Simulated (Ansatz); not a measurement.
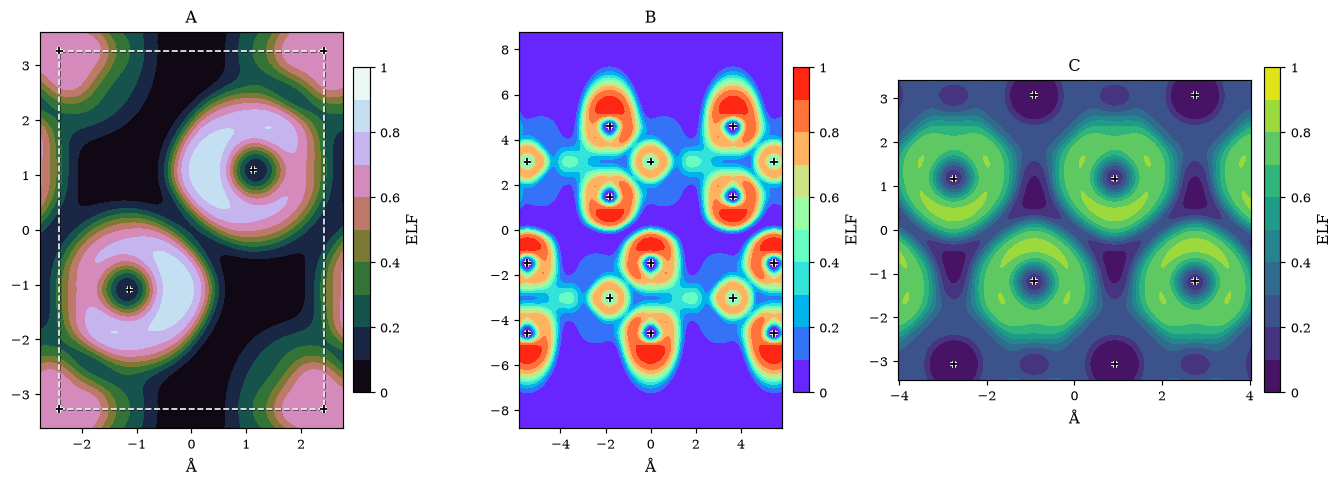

The electron localisation function of 3 systems, each on a plane through atoms (crosses mark nuclei in the plane).

All numbers below come from DFT PBE+D3(BJ), scalar-relativistic, plane waves, PAW (Ansatz 0.2.0).

System 1: PtSe$_{2}$, the (110) plane of the conventional cell. Space group P-3m1.

```
CELL_PARAMETERS angstrom
3.77167 0.00000 0.00000
-1.88583 3.26636 0.00000
0.00000 0.00000 4.81978
ATOMIC_POSITIONS crystal
Pt 0.00000 0.00000 0.00000
Se 0.33333 0.66667 0.26560
Se 0.66667 0.33333 0.73440
```

System 2: SnSe$_{2}$, the (101̄) plane of the conventional cell. Space group P-3m1; a generated structure, not necessarily the stable one; computed pressure about 15 GPa in this cell.

System 3: MoS$_{2}$, the (110) plane of the calculation cell, a cut from vacuum to vacuum. Computed without spin polarisation.

```
CELL_PARAMETERS angstrom
3.16000 0.00000 0.00000
-1.58000 2.73664 0.00000
0.00000 0.00000 25.28000
ATOMIC_POSITIONS crystal
S 0.66667 0.33333 0.31832
Mo 0.33333 0.66667 0.38023
S 0.66667 0.33333 0.44206
S 0.33333 0.66667 0.55794
Mo 0.66667 0.33333 0.61977
S 0.33333 0.66667 0.68168
```

Which map belongs to which system?

Answer. Panel A is system 1, PtSe$_{2}$: the plane holds Pt and Se. Pt–Se (2.53 Å): the ELF is about 0.50 at the midpoint. Panel B is system 3, MoS$_{2}$: the plane holds S and Mo. Mo–S (2.40 Å): the ELF peaks at about 0.85 in the valence shell of S, 0.8 Å from its nucleus, and is about 0.45 at the midpoint. Panel C is system 2, SnSe$_{2}$: the plane holds Sn and Se. Sn–Se (2.65 Å): the ELF is about 0.55 at the midpoint.
